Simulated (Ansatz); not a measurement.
Sn, as given below.

```cif
data_structure
_symmetry_space_group_name_H-M 'P6_3/mmc'
_symmetry_Int_Tables_number 194
_cell_length_a 3.3245
_cell_length_b 3.3245
_cell_length_c 5.7078
_cell_angle_alpha 90.000
_cell_angle_beta 90.000
_cell_angle_gamma 120.000
_cell_volume 54.63
loop_
_atom_site_label
_atom_site_type_symbol
_atom_site_symmetry_multiplicity
_atom_site_Wyckoff_symbol
_atom_site_fract_x
_atom_site_fract_y
_atom_site_fract_z
_atom_site_occupancy
Sn1 Sn 2 d 0.33333 0.66667 0.75000 1
```

Structure used: coordinates from a relaxation at fixed volume with DFT r2SCAN, scalar-relativistic, plane waves, PAW in Ansatz; the starting structure was generated, so it need not be a known form of this composition.

Where will the first 3 clear peaks of its X-ray PDF lie (peak width σ = 0.08 Å), and from which pairs do they come?

1. 3.38 Å: Sn–Sn at 3.32–3.44 Å
2. 4.78 Å: Sn–Sn at 4.78 Å
3. 5.80 Å: Sn–Sn at 5.71–5.83 Å

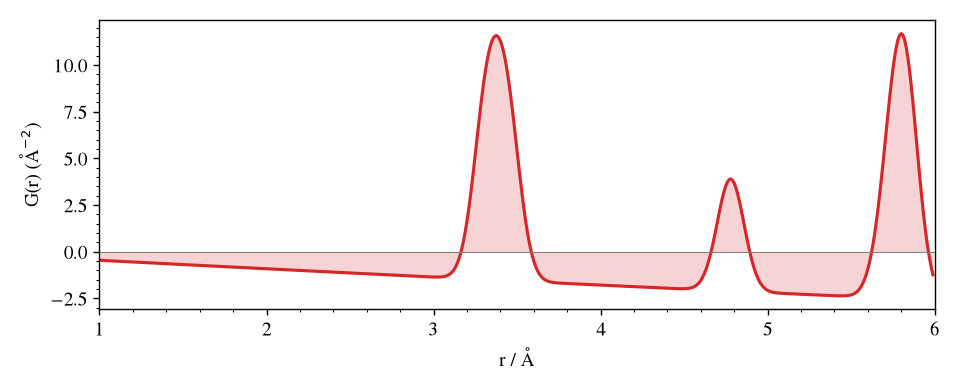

Simulated X-ray pair distribution function, G(r) = R(r)/r − 4πρ₀r, summed over the atomic distances of the structure with each pair weighted by the product of the atomic numbers (X-ray weights at Q = 0); every distance is a Gaussian of σ = 0.08 Å, damped by exp(−(Q_damp r)²/2) with Q_damp = 0.060 Å⁻¹.
